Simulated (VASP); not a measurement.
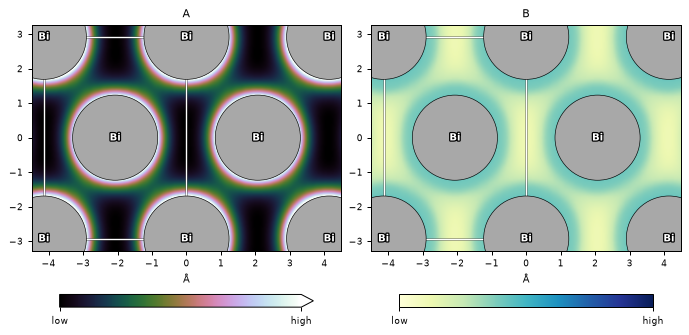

Bi: 2 fields on the (110) plane of the conventional cell, with unlabelled colour scales. Grey discs cover the atomic cores.

Space group Im-3m; a generated structure, not necessarily the stable one; computed pressure about −5 GPa in this cell.

All numbers below come from VASP 6.6.1, Kohn-Sham DFT of a periodic cell, PBE, VASP PAW PBE potentials, recommended.

**Match the panels to the quantities (electron localisation function and valence pseudo-density).**

Panel A: valence pseudo-density. Panel B: electron localisation function. From the grid: Bi–Bi (3.58 Å): the density is about 0.12 e/Å³ at the midpoint; the ELF is about 0.30 at the midpoint (no localised pair shows between them).
